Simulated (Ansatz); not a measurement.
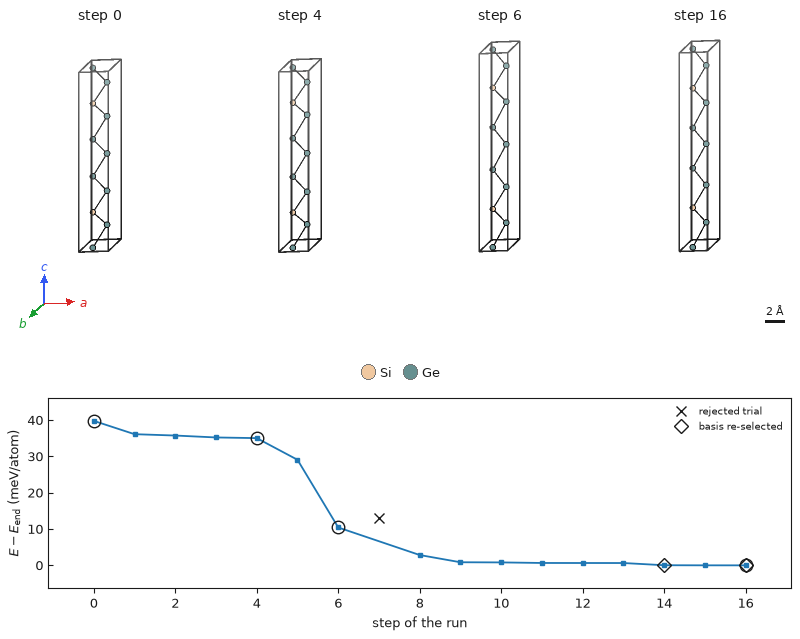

Frames of a relaxation of crystalline SiGe4 (a generated structure, set up in P-6m2), marked on the history of the run. A ball-and-stick model of the cell of the calculation, seen from a free direction.

These are results of DFT PBE, scalar-relativistic, plane waves, PAW (Ansatz 0.2.0), not measurements.

Input file:
```yaml
crystal:
  lattice:
    - [3.1688936448, 0.0, 0.0]
    - [-1.5844468224, 2.7443423983, 0.0]
    - [0.0, 0.0, 21.4421717413]
  atoms:
    - { symbol: Si, position: [0.3333333333, 0.6666666667, 0.8025103175] }
    - { symbol: Si, position: [0.3333333333, 0.6666666667, 0.1974896825] }
    - { symbol: Ge, position: [0.3333333333, 0.6666666667, 0.6028162149] }
    - { symbol: Ge, position: [0.3333333333, 0.6666666667, 0.0] }
    - { symbol: Ge, position: [0.3333333333, 0.6666666667, 0.3971837851] }
    - { symbol: Ge, position: [0.6666666667, 0.3333333333, 0.7077043918] }
    - { symbol: Ge, position: [0.6666666667, 0.3333333333, 0.8963898209] }
    - { symbol: Ge, position: [0.6666666667, 0.3333333333, 0.1036101791] }
    - { symbol: Ge, position: [0.6666666667, 0.3333333333, 0.2922956082] }
    - { symbol: Ge, position: [0.6666666667, 0.3333333333, 0.5] }
basis:
  ecutwfc: 420
kpoints:
  mp_grid: { grid: [12, 12, 2] }
hamiltonian:
  xc: pbe
scf:
  occupations: { method: gaussian, width: 0.1 }
output:
  forces: true
  stress: true
  eigenvalues: true
  write_density: true
  write_potential: true
  elf: true
  volumetric_format: npy
relax:
  adjacent_minimum: "off"
  f_tol: 0.01
  max_steps: 80
  cell: { stress_tol: 0.05 }
```

Launched with:
```bash
ansatz run input.yaml --threads 1 --pin off --max-ram 2560MiB --backend cpu --events-out ev --progress --plain --runs-dir out
```

**Describe the path.**

The largest moves relative to the cell, 0.043 Å, are those of Ge3 and Ge5. Ge3 goes along −c. Largest moves by element: Ge 0.043 Å, Si 0.039 Å. The drawn cell changes as follows: a = b 3.169 → 2.997 Å (−5.4 %), c 21.442 → 23.694 Å (+10.5 %); the volume changes by −1.2 %. Among the contacts that change: Ge10–Ge10 3.169 → 2.997 Å, Ge3–Ge6 2.899 → 3.053 Å, Ge4–Ge7 2.878 → 3.030 Å, Si1–Ge7 2.720 → 2.824 Å. Among the angles between lasting bonds that change: Ge8–Si2–Ge9 95.7° → 104.3°, Ge3–Ge10–Ge5 100.6° → 108.3°, Ge8–Si2–Ge8 71.3° → 64.1°. The space group stays P-6m2 (No. 187). The energy falls by 39.8 meV per atom in 13 accepted moves (16 points after the start). The largest force component goes from 0.24 to 0.0036 eV/Å. The pressure goes from 0.36 to 0.01 GPa. The line search rejected the trial step at point 7 of the run. The SCF was repeated twice at an unchanged geometry on a basis and grid sized afresh for the cell, which shifted the energy by 0.6 meV per atom at most. From step 0 to 4: Ge atoms move most (0.13 Å), volume +1.2 %, energy −4.8 meV per atom. From step 4 to 6: Ge atoms move most (0.04 Å), volume −1.5 %, energy −24.6 meV per atom. From step 6 to 16: Ge atoms move most (0.20 Å), volume −0.8 %, energy −10.4 meV per atom.

| step | E − E(0), meV/atom | largest force component, eV/Å | pressure, GPa | volume, Å³/atom | note |
| --- | --- | --- | --- | --- | --- |
| 0 | 0.00 | 0.2416 | 0.36 | 18.647 |  |
| 1 | -3.67 | 0.0797 | -0.66 | 19.028 |  |
| 2 | -4.04 | 0.0732 | 0.70 | 18.692 |  |
| 3 | -4.57 | 0.0061 | 0.02 | 18.849 |  |
| 4 | -4.75 | 0.0145 | -0.10 | 18.862 |  |
| 5 | -10.72 | 0.1465 | -0.11 | 18.805 |  |
| 6 | -29.37 | 0.3857 | -0.13 | 18.576 |  |
| 7 | -26.64 | 0.2657 | 0.66 | 18.227 | rejected |
| 8 | -36.96 | 0.0681 | -0.43 | 18.536 |  |
| 9 | -38.95 | 0.0378 | 0.07 | 18.380 |  |
| 10 | -38.99 | 0.0333 | 0.04 | 18.388 |  |
| 11 | -39.15 | 0.0109 | 0.00 | 18.404 |  |
| 12 | -39.16 | 0.0057 | -0.02 | 18.407 |  |
| 13 | -39.16 | 0.0018 | 0.00 | 18.401 |  |
| 14 | -39.77 | 0.0018 | 0.10 | 18.401 | same geometry, new basis |
| 15 | -39.80 | 0.0036 | 0.01 | 18.425 |  |
| 16 | -39.80 | 0.0036 | 0.01 | 18.425 | same geometry, new basis |
